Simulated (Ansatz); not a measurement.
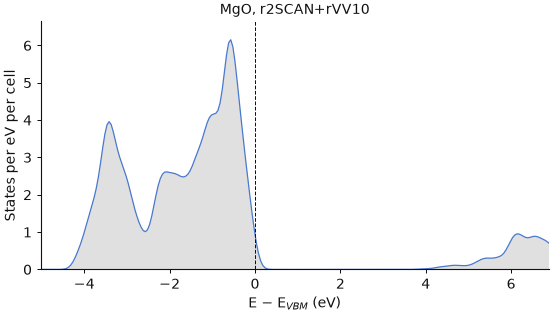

Density of states. Energies are counted from the top of the valence band. The curve is built from the levels of the k mesh with Gaussians 0.3 eV wide, which also blur the band edges.

The material is MgO, space group Cmcm, 4 atoms in the cell, TlCl-63 type type; a = 5.40 Å, b = 5.40 Å, c = 2.90 Å, α = 90.00°, β = 90.00°, γ = 149.45°.

Level of theory: DFT, r2SCAN+rVV10, plane waves, PAW, no spin polarisation, 10×10×10 k mesh, 500 eV cutoff, Fermi-Dirac smearing of 0.03 eV; code Ansatz.

Metal or insulator, going by the density of states?

Answer. There is a gap; over the k points computed it is 3.88 eV (indirect; the smallest direct gap is 3.99 eV).

How wide is the upper valence band?

Answer. The upper group of valence states starts about 4.2 eV under the valence-band top, with a gap beneath it; it holds about 12 electrons a cell.

Where is the tallest peak of the filled states in the window?

Answer. Within the window shown, the tallest peak of the filled states lies 0.6 eV under the valence-band top, at about 6.2 states per eV and cell.
